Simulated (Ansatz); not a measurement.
SiO2

The calculation's input:

```
crystal:
  lattice:
    - [-4.942285517, 4.942285517, 4.942285517]
    - [4.942285517, -4.942285517, 4.942285517]
    - [4.942285517, 4.942285517, -4.942285517]
  atoms:
    - { symbol: Si, position: [0.3137043853, 0.3137043853, 0.3137043853] }
    - { symbol: Si, position: [0.0, 0.3137043853, 0.0] }
    - { symbol: Si, position: [0.0, 0.0, 0.3137043853] }
    - { symbol: Si, position: [0.3137043853, 0.0, 0.0] }
    - { symbol: Si, position: [0.0, 0.0, 0.6862956147] }
    - { symbol: Si, position: [0.6862956147, 0.0, 0.0] }
    - { symbol: Si, position: [0.0, 0.6862956147, 0.0] }
    - { symbol: Si, position: [0.6862956147, 0.6862956147, 0.6862956147] }
    - { symbol: O, position: [0.5, 0.5, 0.5] }
    - { symbol: O, position: [0.0, 0.5, 0.0] }
    - { symbol: O, position: [0.0, 0.0, 0.5] }
    - { symbol: O, position: [0.5, 0.0, 0.0] }
    - { symbol: O, position: [0.1889056108, 0.1889056108, 0.3778112217] }
    - { symbol: O, position: [0.1889056108, 0.3778112217, 0.1889056108] }
    - { symbol: O, position: [0.8110943892, 0.0, 0.1889056108] }
    - { symbol: O, position: [0.0, 0.8110943892, 0.1889056108] }
    - { symbol: O, position: [0.3778112217, 0.1889056108, 0.1889056108] }
    - { symbol: O, position: [0.1889056108, 0.8110943892, 0.0] }
    - { symbol: O, position: [0.8110943892, 0.1889056108, 0.0] }
    - { symbol: O, position: [0.1889056108, 0.0, 0.8110943892] }
    - { symbol: O, position: [0.6221887783, 0.8110943892, 0.8110943892] }
    - { symbol: O, position: [0.8110943892, 0.6221887783, 0.8110943892] }
    - { symbol: O, position: [0.0, 0.1889056108, 0.8110943892] }
    - { symbol: O, position: [0.8110943892, 0.8110943892, 0.6221887783] }
basis:
  ecutwfc: 500
kpoints:
  mp_grid: { grid: [4, 4, 4] }
  band_path:
    path:
      - [[0.0, 0.0, 0.0], [0.5, -0.5, 0.5], [0.0, 0.0, 0.5], [0.0, 0.0, 0.0], [0.25, 0.25, 0.25], [0.5, -0.5, 0.5]]
      - [[0.25, 0.25, 0.25], [0.0, 0.0, 0.5]]
    npoints: 10
hamiltonian:
  xc: r2scan
scf:
  occupations: { method: gaussian, width: 0.02 }
  n_extra_bands: 60
output:
  forces: true
  stress: true
  eigenvalues: true
  populations: true
  dos: { projected: true, de: 0.02, nscf_kmesh: { grid: [6, 6, 6] } }
  bader: false
  write_density: true
  write_potential: true
  elf: true
  volumetric_format: npy
```

Command:

```sh
ansatz run input.yaml --threads 4 --pin off --max-ram 10240MiB --backend cpu --events-out ev --progress --plain --runs-dir out
```

Below, planes, directions and counts refer to the conventional cell (a = 9.88 Å, b = 9.88 Å, c = 9.88 Å, α = 90.00°, β = 90.00°, γ = 90.00°).

Space group Im-3m; a structure from a database of computed crystals, not necessarily the ambient phase.

Theory: DFT r2SCAN, scalar-relativistic, plane waves, PAW (Ansatz 0.2.0).

In a PAW calculation such maps are meaningful between the atoms, not at the nuclei.

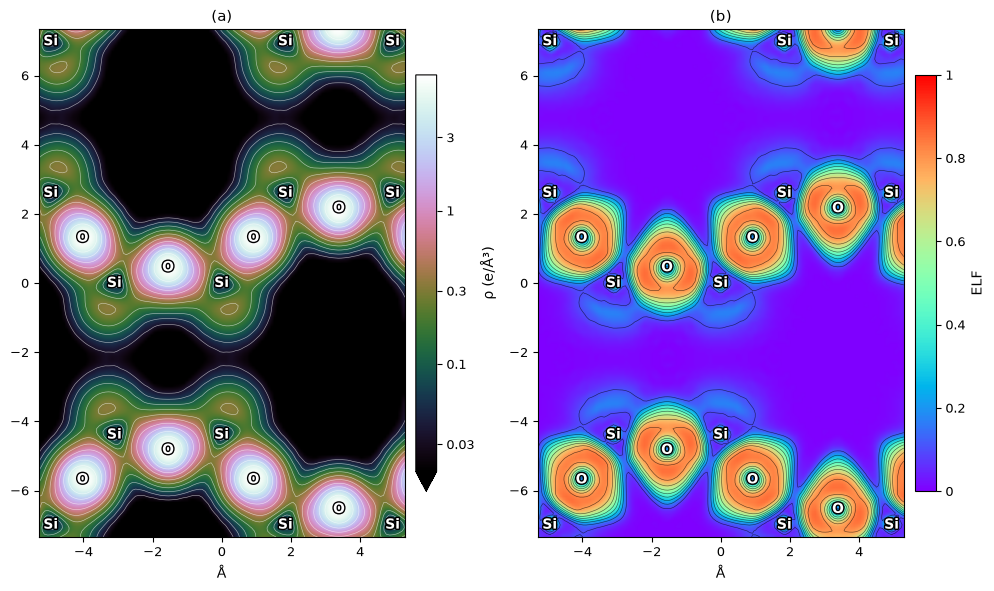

Figure 1. (a) valence pseudo-density; (b) ELF on the (110) plane of the conventional cell.

Q: What do the fields say about this system?

A:
- The plane passes through Si and O nuclei.
- Si–O (1.59 Å): ρ is about 1.3 e/Å³ halfway; the ELF peaks at about 0.85 between the atoms; a short, strongly polar bond.
- The density dies away to nearly zero in the voids.
- The ELF also peaks beside O, away from the bonds: lone-pair regions.

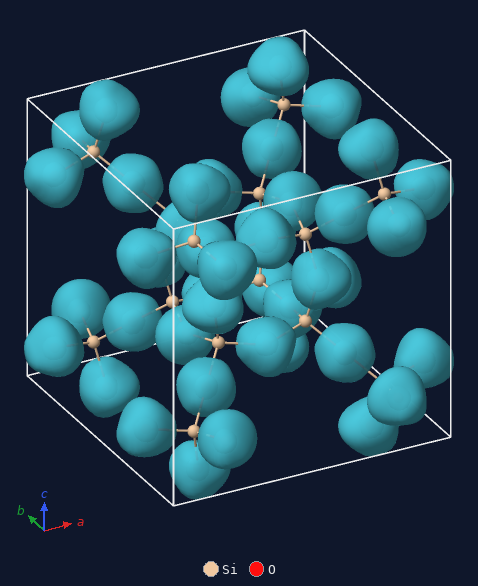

Figure 2. Isosurface of the ELF at 0.7 (cyan), seen at an oblique angle. Core shells and regions of very low density are left out. Sticks mark near contacts.

Q: Describe the localisation domains.

A: The surface consists of 32 regions on O in which the atom's valence shell and bonds are merged, counted in one cell of 48 atoms. Any copies at cell faces, edges or corners count once.

Q: Does the calculation make it a metal, or give it a gap?

A: It is gapped, with a Kohn–Sham gap of 6.3 eV on the k-point mesh, an upper bound to the gap of this method.
